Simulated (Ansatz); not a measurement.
Read the following structure.

```
Ti Al
1.0
     3.94834    0.00000    0.00000
     0.00000    3.94834    0.00000
     0.00000    0.00000   11.54503
Ti Al
3 9
Direct
  0.00000 0.00000 0.25648
  0.00000 0.00000 0.59847
  0.00000 0.00000 0.94047
  0.50000 0.00000 0.08548
  0.50000 0.00000 0.42748
  0.50000 0.00000 0.76947
  0.00000 0.50000 0.08548
  0.00000 0.50000 0.42748
  0.00000 0.50000 0.76947
  0.50000 0.50000 0.94047
  0.50000 0.50000 0.25648
  0.50000 0.50000 0.59847
```

What would you see if this were drawn?

Answer. Chemical formula TiAl3. The symmetry is that of P4mm (No. 99), on a primitive tetragonal lattice. With Z = 3, the cell contains 3 Ti, 9 Al. Ti is coordinated by twelve Al in a distorted cuboctahedral arrangement at 2.59 to 2.79 Å. Al is linked to eight Al and four Ti in a distorted cuboctahedral arrangement (2.59 to 2.79 Å to Al, 2.59 to 2.79 Å to Ti). The bonds build a three-dimensional framework.

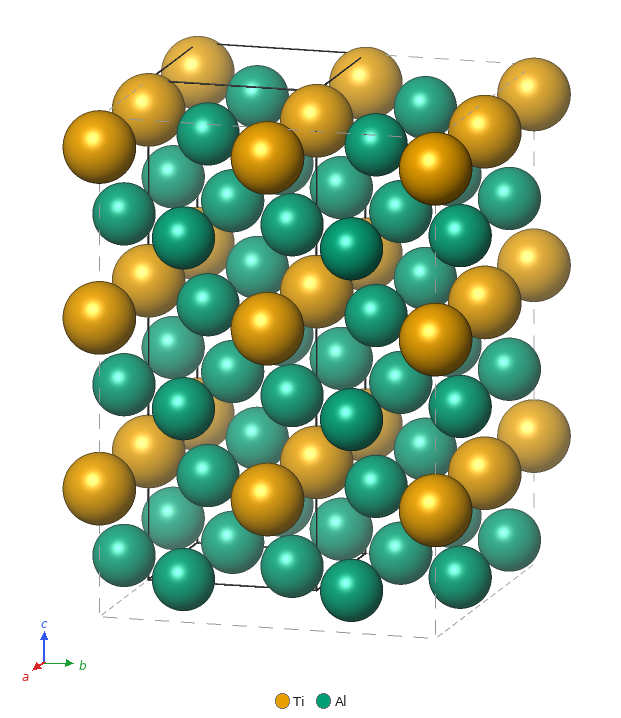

Crystal structure, spheres-only style, seen slightly off an axis. A 2×2×1 array of cells is drawn; the conventional unit cell has the solid edges. Colours: titanium orange, aluminium teal.

Provenance: a structure listed in the Materials Project. The cell was then strained or its atoms displaced on purpose. An electronic-structure calculation with Ansatz was run on it.

At this level of theory the run's own cell isn't at rest (forces up to 1.8 eV/Å), so its distances can differ from those at equilibrium, the more so the softer the solid.
